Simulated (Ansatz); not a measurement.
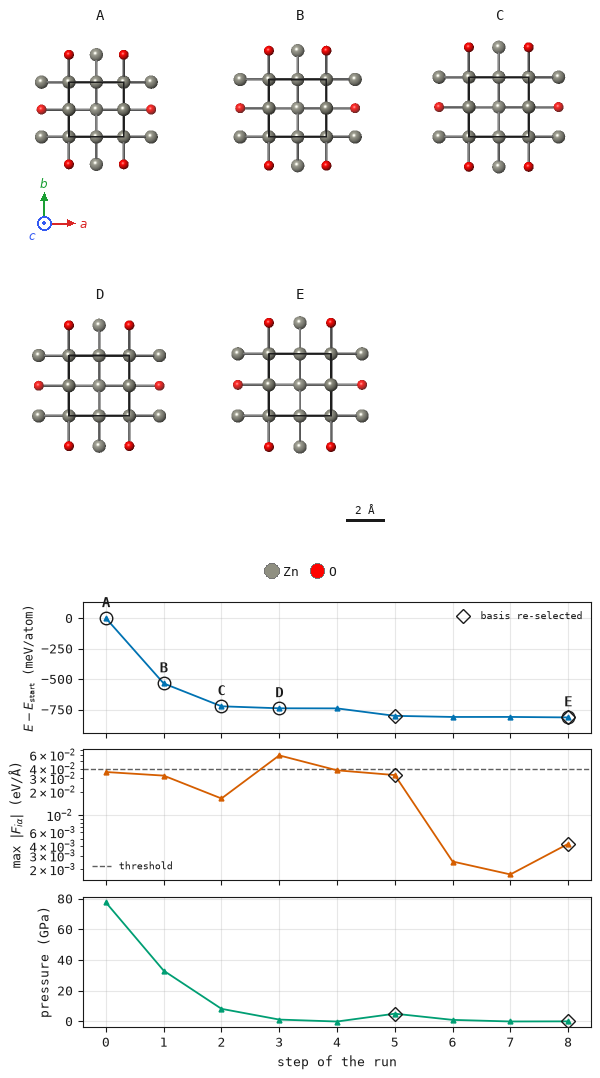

Frames of a relaxation of a crystal of ZnO (a generated structure, set up in I4_1md) (coarse preliminary run), marked on the history of the run. A ball-and-stick model of the conventional cell (2 times the calculation's cell), seen along the c axis. Lengths and directions refer to the drawn axes.

Computed with DFT PBE, scalar-relativistic, plane waves, PAW in Ansatz. Set-up: plane-wave cutoff 420 eV; k-point mesh 8 × 8 × 8; occupations gaussian; smearing width 0.1 eV; no spin polarisation; cell and atoms relaxed; force threshold 0.04 eV/Å; at most 70 steps.

### Describe the path.

The largest moves relative to the cell, 0.005 Å, are those of Zn and O atoms. By element the largest moves are Zn 0.005 Å, O 0.005 Å. The volume changes by +43.8 %, with a = b 2.918 → 3.305 Å (+13.3 %), c 10.107 → 11.330 Å (+12.1 %). Some distances before and after: O–Zn 1.685 → 1.899 Å. The space group stays I4_1md (No. 109). The energy falls by 814 meV per atom in 6 accepted moves (8 points after the start). Largest force component: 0.036 eV/Å at the start, 0.0043 eV/Å at the end. Pressure: 77.54 GPa at the start and 0.02 GPa at the end. At 2 points the geometry stayed and the basis and grid were re-selected for the new cell (energy shift of 61.2 meV per atom at most each time). The run took 44 s on 1 thread of Intel(R) Xeon(R) Platinum 8488C (Sapphire Rapids), with other jobs on the host, peak memory 0.46 GiB. From step 0 to 1: volume +15.3 %, energy −535 meV per atom. From step 1 to 2: volume +12.6 %, energy −188 meV per atom. From step 2 to 3: volume +4.0 %, energy −16.4 meV per atom. From step 3 to 8: volume +6.5 %, energy −74.9 meV per atom.

```
step  E − E(0), meV/atom  largest force component, eV/Å  pressure, GPa  volume, Å³/atom                      note
   0                0.00                         0.0362          77.54           10.755                          
   1             -535.08                         0.0325          33.06           12.395                          
   2             -722.65                         0.0165           8.18           13.957                          
   3             -739.01                         0.0592           1.17           14.520                          
   4             -739.77                         0.0380          -0.10           14.587                          
   5             -800.96                         0.0330           5.00           14.587  same geometry, new basis
   6             -810.14                         0.0025           0.97           15.218                          
   7             -809.92                         0.0017          -0.07           15.469                          
   8             -813.88                         0.0043           0.02           15.469  same geometry, new basis
```
